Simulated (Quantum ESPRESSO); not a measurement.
**GaN: single-point calculation (part 2 of 2)**

GaN (P6₃mc, 4 atoms in the cell); Kohn-Sham DFT of a periodic cell, PBEsol, PseudoDojo 0.4 SR PBEsol stringent, no spin polarisation (Quantum ESPRESSO 7.5); cutoff 1551.05 eV, 10×10×5 k-mesh, fermi-dirac of 0.05 eV. The structure derives from an entry of the Crystallography Open Database. The volume is scaled by 1.02.

Geometry of the input (Å; fractional positions):
```
3.2011  0.0000  0.0000
-1.6005  2.7722  0.0000
0.0000  0.0000  5.2002
Ga 0.6667  0.3333  0.5000
Ga 0.3333  0.6667  0.0000
N  0.6667  0.3333  0.8750
N  0.3333  0.6667  0.3750
```

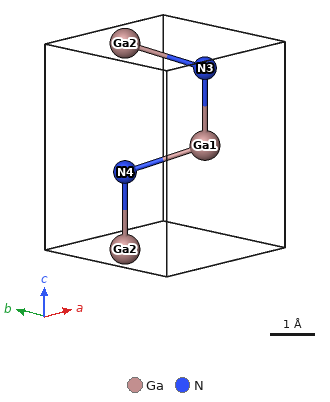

Fig. 1: The structure as given in the input (ball-and-stick view of the cell of the calculation, seen at an oblique angle; atoms are numbered from 1 in the order of the input). An atom can appear more than once, as a periodic image.

## Output, continued
```
  -130.3354-130.3354 -81.2498 -81.2495 -81.2493 -81.2490 -81.2486 -81.2476
    -3.8675  -3.4943  -2.0516  -2.0333  -1.9635  -1.9091  -1.8972  -1.8579
    -1.8265  -1.7478  -1.5794   0.0378   5.3500   6.7601   7.8755   9.1523
    10.3291  10.7477  15.9518  17.0812  18.2284  19.6738  21.4874  21.8964
    22.6709  24.2552  24.2617  27.5057

          k = 0.0000 0.3464 0.1231 (  6397 PWs)   bands (ev):

  -130.3354-130.3354 -81.2498 -81.2496 -81.2493 -81.2490 -81.2484 -81.2477
    -3.8040  -3.5028  -2.0557  -2.0212  -1.9833  -1.9201  -1.8918  -1.8557
    -1.8204  -1.7569  -1.5046  -0.2400   5.5234   7.0765   7.6822   9.2864
    10.3633  10.5718  15.7315  17.1558  18.3740  19.5102  21.2289  22.1261
    22.3605  24.0228  24.3302  27.8916

          k = 0.0000 0.3464 0.2462 (  6407 PWs)   bands (ev):

  -130.3354-130.3354 -81.2497 -81.2497 -81.2492 -81.2491 -81.2482 -81.2479
    -3.6639  -3.5495  -2.0505  -2.0207  -1.9894  -1.9504  -1.8796  -1.8632
    -1.8029  -1.7788  -1.2532  -0.7938   5.9755   6.6189   8.6217   9.6521
     9.8328  10.1399  15.9181  16.7250  18.6925  19.2631  21.0582  21.5363
    22.7102  23.4263  25.3372  26.9526

          k = 0.0000 0.4619 0.0000 (  6398 PWs)   bands (ev):

  -130.3354-130.3354 -81.2500 -81.2498 -81.2494 -81.2491 -81.2484 -81.2478
    -3.6845  -3.4711  -2.0491  -2.0289  -1.9453  -1.8934  -1.8641  -1.8532
    -1.7885  -1.7408  -1.0264   0.1249   5.1978   6.3883   7.0077   8.7822
     9.5903  10.5038  16.2943  16.8640  17.5495  19.7458  21.5971  21.6972
    23.2645  24.5284  24.9152  27.6573

          k = 0.0000 0.4619 0.1231 (  6393 PWs)   bands (ev):

  -130.3354-130.3354 -81.2500 -81.2499 -81.2494 -81.2491 -81.2483 -81.2478
    -3.6437  -3.4718  -2.0577  -2.0120  -1.9647  -1.9077  -1.8766  -1.8236
    -1.7866  -1.7495  -0.9595  -0.0334   5.0127   6.1711   7.5384   8.9251
     9.8676  10.3107  15.7655  16.6248  18.4351  19.3645  21.4498  22.0240
    22.4921  24.5111  24.6182  28.2661

          k = 0.0000 0.4619 0.2462 (  6407 PWs)   bands (ev):

  -130.3354-130.3354 -81.2500 -81.2499 -81.2493 -81.2492 -81.2481 -81.2479
    -3.5568  -3.4917  -2.0605  -2.0275  -1.9679  -1.9149  -1.8633  -1.8242
    -1.7795  -1.7663  -0.7465  -0.3964   5.0609   5.5223   8.8065   9.3161
     9.8090   9.8411  15.5471  16.2364  18.8219  19.2850  21.2233  21.3392
    22.8512  23.8363  25.4403  27.0627

          k = 0.0000-0.5774 0.0000 (  6408 PWs)   bands (ev):

  -130.3354-130.3354 -81.2501 -81.2499 -81.2494 -81.2491 -81.2483 -81.2478
    -3.6271  -3.4649  -2.0524  -2.0293  -1.9387  -1.8964  -1.8484  -1.8428
    -1.7708  -1.7370  -0.5835  -0.0243   4.9434   6.1259   7.1570   8.6482
     9.1429  10.4122  16.2964  16.8251  17.3105  19.8436  21.5995  21.6092
    23.6334  24.5663  25.1805  27.9278

          k = 0.0000-0.5774 0.1231 (  6404 PWs)   bands (ev):

  -130.3354-130.3354 -81.2501 -81.2500 -81.2494 -81.2491 -81.2482 -81.2479
    -3.5941  -3.4631  -2.0618  -2.0109  -1.9593  -1.9120  -1.8618  -1.8092
    -1.7700  -1.7455  -0.5462  -0.0874   4.7314   5.7036   7.7951   8.7941
     9.5480  10.2133  15.7743  16.3437  18.5218  19.3020  21.5519  21.9561
    22.4370  24.7773  24.8438  28.6444

          k = 0.0000-0.5774 0.2462 (  6416 PWs)   bands (ev):

  -130.3354-130.3354 -81.2501 -81.2500 -81.2493 -81.2492 -81.2481 -81.2479
    -3.5246  -3.4747  -2.0661  -2.0326  -1.9624  -1.9039  -1.8544  -1.8086
    -1.7669  -1.7591  -0.4303  -0.2515   4.6575   5.0331   8.9800   9.1936
     9.7311   9.7719  15.3965  16.0311  18.8490  19.2298  21.2020  21.3298
    22.8660  23.9635  25.6705  27.2606

          k = 0.1000 0.1732 0.0000 (  6413 PWs)   bands (ev):

  -130.3354-130.3354 -81.2494 -81.2492 -81.2491 -81.2489 -81.2488 -81.2475
    -4.2201  -3.5524  -2.0802  -2.0636  -2.0116  -2.0079  -1.9582  -1.8786
    -1.8586  -1.7999  -1.7542  -0.2575   4.7205   8.6947   9.2671   9.9890
    11.0178  11.0366  14.8305  16.9442  19.6019  19.6667  21.8861  21.9170
    22.0636  23.5696  24.6843  25.3068

          k = 0.1000 0.1732 0.1231 (  6417 PWs)   bands (ev):

  -130.3354-130.3354 -81.2494 -81.2492 -81.2491 -81.2489 -81.2486 -81.2476
    -4.1231  -3.5773  -2.0754  -2.0585  -2.0165  -2.0103  -1.9535  -1.8500
    -1.8401  -1.8096  -1.7591  -0.6164   5.3245   8.8713   8.9856   9.8938
    10.8316  10.8923  15.1952  16.9928  19.2536  19.6490  21.3018  21.7975
    22.1064  23.2006  25.5868  25.7717

          k = 0.1000 0.1732 0.2462 (  6400 PWs)   bands (ev):

  -130.3354-130.3354 -81.2493 -81.2492 -81.2491 -81.2490 -81.2483 -81.2479
    -3.8931  -3.6808  -2.0592  -2.0436  -2.0360  -2.0210  -1.9114  -1.8574
    -1.8124  -1.7899  -1.6670  -1.2486   6.6373   7.9930   9.3864  10.0189
    10.2706  10.5382  16.0665  16.8503  18.8164  19.2375  21.0402  21.5871
    22.1867  22.6138  26.8025  27.0066

          k = 0.1000 0.2887 0.0000 (  6419 PWs)   bands (ev):

  -130.3354-130.3354 -81.2496 -81.2495 -81.2493 -81.2490 -81.2486 -81.2476
    -3.9578  -3.5075  -2.0489  -2.0466  -1.9737  -1.9479  -1.8951  -1.8431
    -1.8353  -1.7799  -1.6932  -0.0361   5.1934   7.4074   8.1703   9.2304
    10.5885  10.6356  15.8543  17.6649  18.5754  19.3437  21.2366  21.9162
    22.2480  24.2488  24.5433  25.8114

          k = 0.1000 0.2887 0.1231 (  6396 PWs)   bands (ev):

  -130.3354-130.3354 -81.2496 -81.2495 -81.2493 -81.2490 -81.2485 -81.2477
    -3.8844  -3.5199  -2.0494  -2.0373  -1.9885  -1.9588  -1.8837  -1.8611
    -1.8212  -1.7791  -1.6322  -0.3446   5.5703   7.6300   8.0043   9.2394
    10.4264  10.5864  15.8832  17.7194  18.4454  19.3088  21.0258  21.7266
    22.3238  23.7648  24.9813  26.3255

          k = 0.1000 0.2887 0.2462 (  6402 PWs)   bands (ev):

  -130.3354-130.3354 -81.2496 -81.2495 -81.2492 -81.2491 -81.2482 -81.2479
    -3.7192  -3.5801  -2.0397  -2.0158  -2.0070  -1.9797  -1.8883  -1.8821
    -1.8030  -1.7869  -1.3970  -0.9347   6.3280   7.1171   8.7673   9.5000
     9.9011  10.0892  16.3352  17.2111  18.6004  19.1207  20.8331  21.3222
    22.6225  23.1737  25.9380  26.9034

          k = 0.1000 0.4041 0.0000 (  6383 PWs)   bands (ev):

  -130.3354-130.3354 -81.2499 -81.2497 -81.2494 -81.2491 -81.2485 -81.2477
    -3.7337  -3.4777  -2.0517  -2.0263  -1.9377  -1.8999  -1.8898  -1.8537
    -1.8061  -1.7551  -1.2555   0.1500   5.4643   6.5218   7.2605   8.5481
     9.9342  10.2711  16.6320  17.4490  17.7308  19.5765  21.0990  21.9355
    22.5130  24.6042  24.9562  27.0303

          k = 0.1000 0.4041 0.1231 (  6399 PWs)   bands (ev):

  -130.3354-130.3354 -81.2499 -81.2497 -81.2494 -81.2491 -81.2484 -81.2478
    -3.6861  -3.4802  -2.0439  -2.0259  -1.9635  -1.9045  -1.8892  -1.8471
    -1.7972  -1.7657  -1.1806  -0.0635   5.3601   6.5976   7.5194   8.6618
     9.9904  10.1930  16.1698  17.4089  18.2235  19.4594  21.0083  21.5902
    22.5927  24.1801  25.0847  27.2976

          k = 0.1000 0.4041 0.2462 (  6411 PWs)   bands (ev):

  -130.3354-130.3354 -81.2499 -81.2498 -81.2493 -81.2492 -81.2481 -81.2479
    -3.5842  -3.5065  -2.0425  -2.0153  -1.9802  -1.9346  -1.8758  -1.8534
    -1.7873  -1.7768  -0.9376  -0.5224   5.5208   6.0237   8.6386   9.1280
     9.4812   9.9891  16.0995  16.8419  18.7932  19.4064  20.8533  20.9775
    22.9166  23.6385  25.6852  26.8224

          k = 0.1000 0.5196 0.0000 (  6409 PWs)   bands (ev):

  -130.3354-130.3354 -81.2500 -81.2499 -81.2495 -81.2491 -81.2483 -81.2478
    -3.6217  -3.4669  -2.0601  -2.0207  -1.9238  -1.8950  -1.8562  -1.8495
    -1.7831  -1.7478  -0.6720   0.0841   5.1083   6.2498   7.1420   8.2455
     9.2391  10.0587  16.9081  17.1675  17.3269  19.7567  21.2229  21.6192
    23.5107  24.6587  24.9485  28.2382

          k = 0.1000 0.5196 0.1231 (  6404 PWs)   bands (ev):

  -130.3354-130.3354 -81.2501 -81.2499 -81.2494 -81.2492 -81.2482 -81.2479
    -3.5891  -3.4642  -2.0519  -2.0198  -1.9538  -1.8990  -1.8708  -1.8181
    -1.7807  -1.7588  -0.6213  -0.0049   4.9002   5.8659   7.6896   8.4743
     9.5756   9.8735  16.1333  17.0167  18.4489  19.3124  21.1431  21.4002
    23.1033  24.5095  25.0634  28.2671

          k = 0.1000 0.5196 0.2462 (  6398 PWs)   bands (ev):

  -130.3354-130.3354 -81.2500 -81.2500 -81.2494 -81.2493 -81.2481 -81.2479
    -3.5210  -3.4735  -2.0512  -2.0208  -1.9729  -1.9120  -1.8560  -1.8202
    -1.7770  -1.7703  -0.4658  -0.2280   4.8427   5.2200   8.5061   9.1636
     9.2856   9.9322  15.8405  16.5388  18.9336  19.4105  20.6180  21.0020
    23.1879  23.9468  25.8045  27.1062

          k = 0.2000 0.3464 0.0000 (  6380 PWs)   bands (ev):

  -130.3354-130.3354 -81.2498 -81.2497 -81.2494 -81.2491 -81.2485 -81.2477
    -3.7526  -3.4807  -2.0635  -2.0042  -1.9428  -1.9140  -1.9020  -1.8437
    -1.8128  -1.7716  -1.3252   0.1565   5.5619   7.0287   7.0337   8.3751
     9.9608  10.0839  16.9048  17.7856  18.6956  18.8115  21.0116  21.5698
    22.0672  24.9923  25.1134  26.0248

          k = 0.2000 0.3464 0.1231 (  6400 PWs)   bands (ev):

  -130.3354-130.3354 -81.2498 -81.2497 -81.2494 -81.2492 -81.2484 -81.2478
    -3.7023  -3.4838  -2.0461  -2.0162  -1.9543  -1.9394  -1.8683  -1.8667
    -1.7951  -1.7860  -1.2489  -0.0769   5.5647   6.8391   7.6363   8.3194
     9.7197  10.2618  16.6983  17.7038  18.8537  18.9357  20.8297  21.0882
    22.3404  24.4849  25.3584  26.3938

          k = 0.2000 0.3464 0.2462 (  6409 PWs)   bands (ev):

  -130.3354-130.3354 -81.2498 -81.2497 -81.2493 -81.2493 -81.2481 -81.2479
    -3.5944  -3.5120  -2.0204  -2.0093  -1.9802  -1.9584  -1.8888  -1.8748
    -1.7873  -1.7827  -0.9996  -0.5669   5.8057   6.3097   8.5772   8.8393
     9.2174  10.0119  16.7088  17.2813  19.0564  19.1048  20.5646  20.6489
    22.7996  23.6181  25.9984  26.6329

          k = 0.2000 0.4619 0.0000 (  6391 PWs)   bands (ev):

  -130.3354-130.3354 -81.2499 -81.2498 -81.2495 -81.2493 -81.2483 -81.2478
    -3.6124  -3.4707  -2.0808  -1.9782  -1.9077  -1.8977  -1.8832  -1.8553
    -1.7991  -1.7687  -0.7708   0.2145   5.5307   6.3203   7.2412   7.5682
     9.3895   9.4647  17.0129  17.7992  18.4784  19.4416  20.8531  21.6369
    22.5085  24.7793  25.0605  27.3546

          k = 0.2000 0.4619 0.1231 (  6398 PWs)   bands (ev):

  -130.3354-130.3354 -81.2499 -81.2498 -81.2495 -81.2493 -81.2482 -81.2478
    -3.5803  -3.4666  -2.0592  -1.9967  -1.9405  -1.9008  -1.8729  -1.8469
    -1.7900  -1.7835  -0.7058   0.0912   5.3041   6.0910   7.4330   8.0580
     9.1494   9.7872  16.9020  17.7455  18.6022  19.3858  20.6832  20.8949
    22.9054  24.7076  25.3136  27.1314

          k = 0.2000 0.4619 0.2462 (  6399 PWs)   bands (ev):

  -130.3354-130.3354 -81.2499 -81.2499 -81.2495 -81.2494 -81.2481 -81.2479
    -3.5147  -3.4719  -2.0190  -2.0053  -1.9772  -1.9288  -1.8690  -1.8553
    -1.7899  -1.7787  -0.5081  -0.2041   5.2380   5.5723   7.8297   8.4735
     9.2633   9.9944  16.7508  17.2848  19.0086  19.5076  20.0718  20.4819
    23.3277  24.0892  25.9304  26.6205

          k = 0.2000 0.5774 0.0000 (  6394 PWs)   bands (ev):

  -130.3354-130.3354 -81.2500 -81.2498 -81.2496 -81.2493 -81.2482 -81.2479
    -3.5629  -3.4723  -2.0878  -1.9738  -1.8957  -1.8914  -1.8640  -1.8564
    -1.8026  -1.7668  -0.3623   0.0787   5.3512   6.2353   6.9549   7.8314
     8.9097   9.2715  16.7125  18.1694  18.3441  19.6196  20.9506  21.4055
    23.7894  23.9596  24.7815  29.1368

          k = 0.2000 0.5774 0.1231 (  6403 PWs)   bands (ev):

  -130.3354-130.3354 -81.2500 -81.2499 -81.2496 -81.2493 -81.2481 -81.2479
    -3.5379  -3.4648  -2.0648  -1.9917  -1.9394  -1.8800  -1.8767  -1.8214
    -1.8009  -1.7843  -0.3266   0.0357   5.1365   5.8336   7.0849   8.4462
     8.9154   9.4359  16.6990  18.2894  18.3699  19.1827  20.6672  21.0100
    23.6740  24.3165  25.2145  28.1617

          k = 0.2000 0.5774 0.2462 (  6404 PWs)   bands (ev):

  -130.3354-130.3354 -81.2500 -81.2499 -81.2495 -81.2494 -81.2480 -81.2479
    -3.4883  -3.4605  -2.0221  -1.9959  -1.9883  -1.9205  -1.8503  -1.8298
    -1.7950  -1.7912  -0.2237  -0.0820   4.9831   5.2455   7.5536   8.2476
     9.4812   9.9225  16.6573  17.3791  19.1151  19.1598  20.1391  20.4269
    23.7931  24.2791  25.9477  26.7711

          k = 0.3000 0.5196 0.0000 (  6396 PWs)   bands (ev):

  -130.3354-130.3354 -81.2499 -81.2498 -81.2497 -81.2494 -81.2482 -81.2480
    -3.5321  -3.4826  -2.1000  -1.9253  -1.8931  -1.8887  -1.8770  -1.8648
    -1.8172  -1.7780  -0.2683   0.1159   5.8481   5.9709   6.5692   7.9596
     8.7827   8.8282  16.4842  18.7200  19.2214  19.4435  20.9493  21.2971
    23.1558  24.3226  24.3529  28.6095

          k = 0.3000 0.5196 0.1231 (  6392 PWs)   bands (ev):

  -130.3354-130.3354 -81.2499 -81.2498 -81.2497 -81.2495 -81.2481 -81.2480
    -3.5114  -3.4717  -2.0751  -1.9592  -1.9337  -1.8910  -1.8492  -1.8479
    -1.8096  -1.8010  -0.2341   0.0807   5.5184   5.7804   6.5662   8.4640
     8.6273   9.2867  16.9259  18.2654  19.0048  19.3487  20.5305  20.7089
    23.6965  24.7262  24.7723  27.7821

          k = 0.3000 0.5196 0.2462 (  6402 PWs)   bands (ev):

  -130.3354-130.3354 -81.2499 -81.2499 -81.2497 -81.2496 -81.2480 -81.2480
    -3.4729  -3.4579  -2.0100  -1.9894  -1.9764  -1.9274  -1.8466  -1.8444
    -1.8094  -1.8004  -0.1395  -0.0167   5.2167   5.3446   7.0196   7.7550
     9.5968   9.8922  17.5399  17.5592  18.5534  19.0588  20.1758  20.3635
    24.2157  24.9054  25.5109  26.2714

     the Fermi energy is    12.3202 ev

!    total energy              =   -1033.39021196 Ry
     estimated scf accuracy    <          1.4E-10 Ry
     smearing contrib. (-TS)   =      -0.00000000 Ry
     internal energy E=F+TS    =   -1033.39021196 Ry

     The total energy is F=E-TS. E is the sum of the following terms:
     one-electron contribution =    -782.75930167 Ry
     hartree contribution      =     402.58116097 Ry
     xc contribution           =    -113.82541346 Ry
     ewald contribution        =    -539.38665780 Ry

     convergence has been achieved in  10 iterations

     Forces acting on atoms (cartesian axes, Ry/au):

     atom    1 type  1   force =     0.00000000    0.00000000   -0.00496902
     atom    2 type  1   force =     0.00000000    0.00000000   -0.00496902
     atom    3 type  2   force =     0.00000000   -0.00000000    0.00496902
     atom    4 type  2   force =     0.00000000    0.00000000    0.00496902

     Total force =     0.009938     Total SCF correction =     0.000004

     Computing stress (Cartesian axis) and pressure

          total   stress  (Ry/bohr**3)                   (kbar)     P=      -28.14
  -0.00023359  -0.00000000   0.00000000          -34.36       -0.00        0.00
   0.00000000  -0.00023359   0.00000000            0.00      -34.36        0.00
   0.00000000   0.00000000  -0.00010668            0.00        0.00      -15.69

=------------------------------------------------------------------------------=
   JOB DONE.
=------------------------------------------------------------------------------=
```

## Key numbers

```csv
quantity,value
outcome,converged
space group (tolerance 0.01 Å),P6₃mc (186)
electrons treated,52
free energy,−14059.9901 eV
Fermi energy,12.320 eV
gap on the k-point mesh,1.81 eV
pressure,−2.81 GPa
largest force (length of the vector),0.128 eV/Å
hardware,"1 thread of AMD EPYC (Zen 3), 24 GiB of memory available, shared host"
wall time,1.8 min
peak memory,0.23 GiB
```
